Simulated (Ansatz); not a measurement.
**Run report: HfO2, single-point calculation (part 2 of 2)**

The same run, continued: HfO2 (Pca2₁, 48 atoms in the cell); DFT PBE, scalar-relativistic, plane waves, PAW, no spin polarisation (Ansatz 0.2.0); cutoff 420 eV, 2×2×2 k-mesh, Gaussian smearing of 0.05 eV. The structure derives from a Materials Project entry.

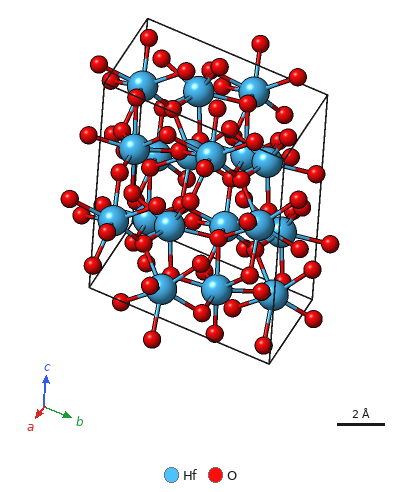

The input geometry (ball-and-stick view of the cell of the calculation, seen slightly off an axis; bonded neighbours outside the cell are drawn too). An atom can appear more than once, as a periodic image.

## Log, continued
```
  k-point 0: bands = ["-45.0701", "-45.0586", "-45.0586", "-45.0556", "-45.0556", "-45.0536", "-45.0536", "-45.0536", "-45.0536", "-45.0515", ... 143 levels left out ..., "5.0962", "5.0963", "5.0963", "5.0964", "5.0964", "5.0969", "5.0970", "5.1009", "5.1011", "5.1011", "5.1013", "5.1030", "5.1030", "5.1037", "5.1041", "5.1041", "5.1041", "5.1041", "5.1090", "5.1091", "5.1091", "5.1098", "5.1098", "5.1098", "5.1098", "5.1127", "5.1127", "5.1153", "5.1153",
      "5.1161", "5.1180", "5.1180", "5.1182", "5.1191", "5.1212", "5.1212", "5.1230", "5.1250", "5.1250", "5.1404", "5.1420", "5.1420", "5.1499", "5.1499", "5.1522", "5.1522", "5.1522", "5.1522", "5.1554", "5.1555", "5.1555", "5.1576", "5.1654", "5.1654", "5.2321", "9.6232", "9.7243", "9.8535", "10.3110", "10.3110", "10.3592", "10.3592", "10.5192", "10.6813", "10.6905", "10.6905", "10.7406", "10.8117", "10.8117",
      "10.8371", "10.8371", "10.8371", "10.8371", "11.0571", "11.0571", "11.2453", "11.2453", "11.4491", "11.4491", "11.4950", "11.4950", "11.4950", "11.4950", "11.9625", "11.9625", "11.9625", "11.9625", "11.9890", "11.9890", "11.9947", "11.9947", "12.0725", "12.1424", "12.1424", "12.1487", "12.1551", "12.1790", "12.4916", "12.4916", "12.5187", "12.5187", "12.6828", "12.6828", "12.6838", "12.9414", "12.9725", "12.9725", "12.9725", "12.9725",
      "13.0421", "13.0421", "13.1296", "13.1617", "13.1617", "13.2581", "13.3736", "13.5905", "13.6242", "13.6242", "13.6922", "13.6922", "13.7148", "13.7148", "13.7873", "13.8333", "13.8333", "13.8518", "13.8518", "13.8518", "13.8518", "13.9799", "14.1140", "14.2385", "14.2385", "14.2431", "14.2431", "14.2960", "14.5500", "14.5500", "14.5500", "14.5500", "14.5595", "14.6293", "14.6293", "14.7751", "14.7751", "14.8862", "14.8862", "15.0745",
      "15.1897", "15.2398", "19.8378", "19.8378", "19.9908", "19.9908", "20.2351", "20.2351", "20.2376", "20.4421", "20.4421", "20.4913", "20.4913", "20.4913", "20.4913", "20.4951", "20.6013", "20.9736", "20.9736", "21.0321", "21.1448", "21.2767", "21.2795", "21.3555", "21.3555", "21.4289", "21.5099", "21.5099", "21.5099", "21.5099", "21.6835", "21.7030", "21.7030", "21.7073", "21.7073", "22.0324", "22.0324", "22.1259", "22.2121", "22.2121",
      "22.4786", "22.4786", "22.4786", "22.4786", "22.7096", "22.7372", "22.7623", "22.7623", "22.9578", "22.9631", "23.1780"]
  k-point 1: bands = ["-45.0654", "-45.0654", "-45.0562", "-45.0562", "-45.0562", "-45.0562", "-45.0541", "-45.0541", "-45.0509", "-45.0509", ... 143 levels left out ..., "5.0968", "5.0986", "5.0986", "5.0991", "5.0991", "5.0991", "5.0991", "5.0997", "5.0997", "5.1028", "5.1028", "5.1036", "5.1036", "5.1036", "5.1036", "5.1046", "5.1046", "5.1086", "5.1086", "5.1086", "5.1086", "5.1101", "5.1101", "5.1142", "5.1142", "5.1150", "5.1150", "5.1150", "5.1150",
      "5.1169", "5.1169", "5.1199", "5.1199", "5.1199", "5.1199", "5.1208", "5.1208", "5.1261", "5.1261", "5.1387", "5.1387", "5.1426", "5.1426", "5.1448", "5.1448", "5.1448", "5.1448", "5.1586", "5.1586", "5.1612", "5.1612", "5.1612", "5.1612", "5.1989", "5.1989", "9.8722", "9.8722", "10.2073", "10.2073", "10.4202", "10.4202", "10.4719", "10.4719", "10.4915", "10.4915", "10.4915", "10.4915", "10.7998", "10.7998",
      "10.7998", "10.7998", "10.8886", "10.8886", "11.1400", "11.1400", "11.1930", "11.1930", "11.1930", "11.1930", "11.5535", "11.5535", "11.6332", "11.6332", "11.6332", "11.6332", "11.8044", "11.8044", "11.9159", "11.9159", "11.9645", "11.9645", "11.9645", "11.9645", "12.1375", "12.1375", "12.4029", "12.4029", "12.4029", "12.4029", "12.5623", "12.5623", "12.7213", "12.7213", "12.9136", "12.9136", "12.9657", "12.9657", "12.9657", "12.9657",
      "13.2016", "13.2016", "13.3317", "13.3317", "13.3317", "13.3317", "13.4181", "13.4181", "13.4718", "13.4718", "13.6189", "13.6189", "13.6189", "13.6189", "13.6998", "13.6998", "13.9226", "13.9226", "13.9637", "13.9637", "13.9637", "13.9637", "14.1233", "14.1233", "14.5203", "14.5203", "14.5203", "14.5203", "14.5314", "14.5314", "14.6315", "14.6315", "14.7329", "14.7329", "14.7767", "14.7767", "14.7767", "14.7767", "14.8076", "14.8076",
      "14.9941", "14.9941", "19.9288", "19.9288", "19.9288", "19.9288", "20.1377", "20.1377", "20.3403", "20.3403", "20.5216", "20.5216", "20.5253", "20.5253", "20.5253", "20.5253", "20.7047", "20.7047", "20.9835", "20.9835", "21.2652", "21.2652", "21.2652", "21.2652", "21.3919", "21.3919", "21.5069", "21.5069", "21.5819", "21.5819", "21.5819", "21.5819", "21.6959", "21.6959", "21.9098", "21.9098", "22.1001", "22.1001", "22.1001", "22.1001",
      "22.4570", "22.4570", "22.6355", "22.6355", "22.8799", "22.8799", "22.8861", "22.8861", "22.8861", "22.8861", "23.2054"]
  k-point 2: bands = ["-45.0644", "-45.0644", "-45.0602", "-45.0602", "-45.0546", "-45.0546", "-45.0526", "-45.0526", "-45.0498", "-45.0498", ... 143 levels left out ..., "5.0975", "5.0975", "5.0975", "5.0976", "5.0976", "5.1005", "5.1005", "5.1006", "5.1006", "5.1015", "5.1015", "5.1030", "5.1030", "5.1053", "5.1053", "5.1077", "5.1077", "5.1079", "5.1079", "5.1093", "5.1093", "5.1094", "5.1094", "5.1144", "5.1144", "5.1146", "5.1146", "5.1146", "5.1146",
      "5.1157", "5.1157", "5.1174", "5.1174", "5.1182", "5.1182", "5.1206", "5.1206", "5.1286", "5.1286", "5.1408", "5.1408", "5.1423", "5.1423", "5.1440", "5.1440", "5.1515", "5.1515", "5.1535", "5.1535", "5.1570", "5.1570", "5.1646", "5.1646", "5.1975", "5.1975", "10.0858", "10.0858", "10.2062", "10.2062", "10.2791", "10.2791", "10.3502", "10.3502", "10.3625", "10.3625", "10.7362", "10.7362", "10.7868", "10.7868",
      "10.8966", "10.8966", "10.9205", "10.9205", "10.9237", "10.9237", "11.1799", "11.1799", "11.2751", "11.2751", "11.4831", "11.4831", "11.5199", "11.5199", "11.6129", "11.6129", "11.6364", "11.6364", "11.8589", "11.8589", "11.8873", "11.8873", "12.0540", "12.0540", "12.2652", "12.2652", "12.2718", "12.2718", "12.5812", "12.5812", "12.5951", "12.5951", "12.7156", "12.7156", "12.9282", "12.9282", "13.0386", "13.0386", "13.0849", "13.0849",
      "13.1730", "13.1730", "13.3617", "13.3617", "13.4261", "13.4261", "13.4776", "13.4776", "13.6869", "13.6869", "13.7537", "13.7537", "13.7989", "13.7989", "13.8073", "13.8073", "13.8116", "13.8116", "13.8694", "13.8694", "13.9566", "13.9566", "13.9986", "13.9986", "14.2567", "14.2567", "14.2762", "14.2762", "14.5253", "14.5253", "14.5656", "14.5656", "14.6601", "14.6601", "14.7497", "14.7497", "14.8948", "14.8948", "14.9068", "14.9068",
      "14.9383", "14.9383", "19.7466", "19.7466", "20.0552", "20.0552", "20.1253", "20.1253", "20.2208", "20.2208", "20.5742", "20.5742", "20.5945", "20.5945", "20.6911", "20.6911", "20.7709", "20.7709", "20.9820", "20.9820", "21.1771", "21.1771", "21.2091", "21.2091", "21.2274", "21.2274", "21.3845", "21.3845", "21.5017", "21.5017", "21.6257", "21.6257", "21.7079", "21.7079", "22.1422", "22.1422", "22.3198", "22.3198", "22.4159", "22.4159",
      "22.4514", "22.4514", "22.5369", "22.5369", "22.7097", "22.7097", "22.8597", "22.8597", "22.8668", "22.8668", "23.1238"]
  k-point 4: bands = ["-45.0640", "-45.0608", "-45.0608", "-45.0584", "-45.0584", "-45.0550", "-45.0535", "-45.0535", "-45.0535", "-45.0535", ... 143 levels left out ..., "5.0960", "5.0961", "5.0961", "5.0961", "5.0963", "5.0968", "5.0973", "5.0991", "5.1001", "5.1008", "5.1016", "5.1018", "5.1018", "5.1030", "5.1030", "5.1071", "5.1071", "5.1072", "5.1072", "5.1072", "5.1072", "5.1088", "5.1088", "5.1109", "5.1109", "5.1117", "5.1123", "5.1135", "5.1135",
      "5.1174", "5.1207", "5.1207", "5.1207", "5.1207", "5.1226", "5.1260", "5.1260", "5.1293", "5.1293", "5.1393", "5.1424", "5.1424", "5.1462", "5.1462", "5.1469", "5.1469", "5.1469", "5.1469", "5.1616", "5.1636", "5.1710", "5.1721", "5.1721", "5.1761", "5.1761", "9.8955", "10.0081", "10.0710", "10.0710", "10.2059", "10.2059", "10.6502", "10.6502", "10.6694", "10.7858", "10.7915", "10.8637", "10.8637", "10.8637",
      "10.8637", "10.9001", "10.9001", "10.9952", "11.1354", "11.1354", "11.1850", "11.1850", "11.2347", "11.2912", "11.2912", "11.3088", "11.3088", "11.3088", "11.3088", "11.3963", "11.5397", "11.5397", "11.6882", "11.6882", "11.7457", "11.7457", "11.9748", "12.2770", "12.3242", "12.3242", "12.3242", "12.3242", "12.5949", "12.6745", "12.6745", "12.7005", "12.7005", "12.7338", "12.7618", "12.7618", "12.8111", "13.0636", "13.1079", "13.1079",
      "13.1079", "13.1079", "13.1134", "13.1134", "13.3524", "13.3524", "13.4286", "13.4286", "13.5860", "13.5860", "13.6119", "13.6845", "13.6856", "13.6856", "13.7639", "13.7639", "13.7639", "13.7639", "13.8149", "14.0231", "14.2100", "14.3155", "14.3155", "14.4161", "14.4161", "14.4161", "14.4161", "14.4389", "14.4477", "14.4864", "14.4864", "14.5679", "14.5679", "14.8571", "14.8634", "14.8634", "14.9055", "14.9055", "14.9848", "14.9848",
      "15.0564", "15.1296", "19.8113", "19.9502", "19.9502", "19.9780", "19.9780", "19.9780", "19.9780", "20.1897", "20.2635", "20.4997", "20.4997", "20.6066", "20.6066", "20.8974", "20.9031", "20.9139", "20.9139", "21.0543", "21.0543", "21.2395", "21.2395", "21.2395", "21.2395", "21.4115", "21.4115", "21.4181", "21.4181", "21.5129", "21.5129", "21.5950", "21.7047", "21.9037", "22.2770", "22.2770", "22.2986", "22.3587", "22.3587", "22.3587",
      "22.3587", "22.5554", "22.7078", "22.7141", "22.7736", "22.7736", "22.8113", "22.8113", "22.8119", "22.8119", "23.3061"]
```

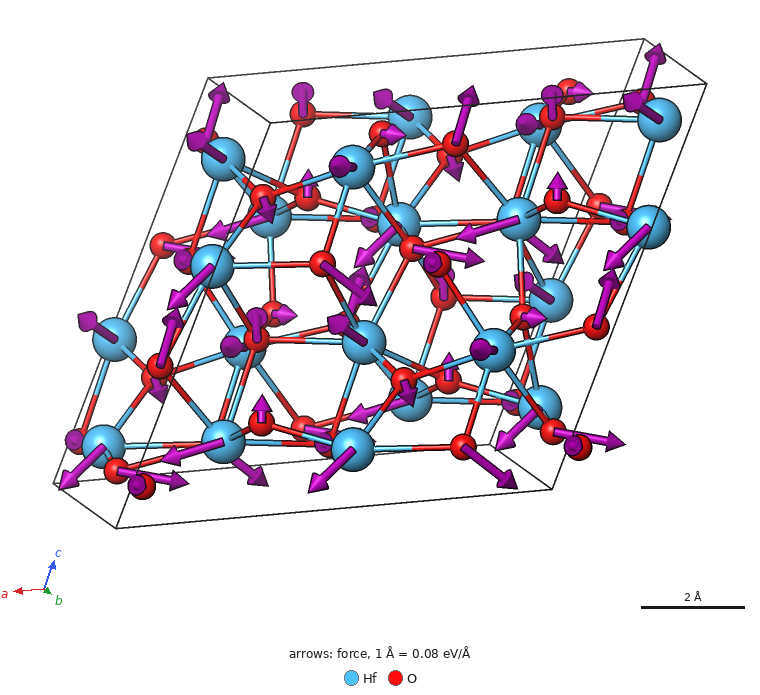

Forces on the atoms as pink arrows (ball-and-stick view of the cell of the calculation, seen at an oblique angle). The largest act on O25, O26, O27, O28, O29, O30 and 10 more (0.12 eV/Å); all 16 Hf atoms (0.11 eV/Å); O17, O18, O19, O20, O21, O22 and 10 more (0.05 eV/Å). Atoms are counted from 1 in the order of the input and aren't labelled in the picture. The geometry is not a stationary point of this energy.

## Key numbers

- outcome: converged
- space group (tolerance 0.01 Å): Pca2₁ (29)
- electrons treated: 608
- free energy: −269784.9803 eV
- Fermi energy: 17.493 eV
- gap on the k-point mesh: 4.51 eV
- largest force (length of the vector): 0.117 eV/Å
- wall time: 26 s (CPU time 1.7 min)
- peak memory: 3.6 GiB

The program warns: the structure was made exactly symmetric. Spin–orbit coupling is left out, which matters for Hf.
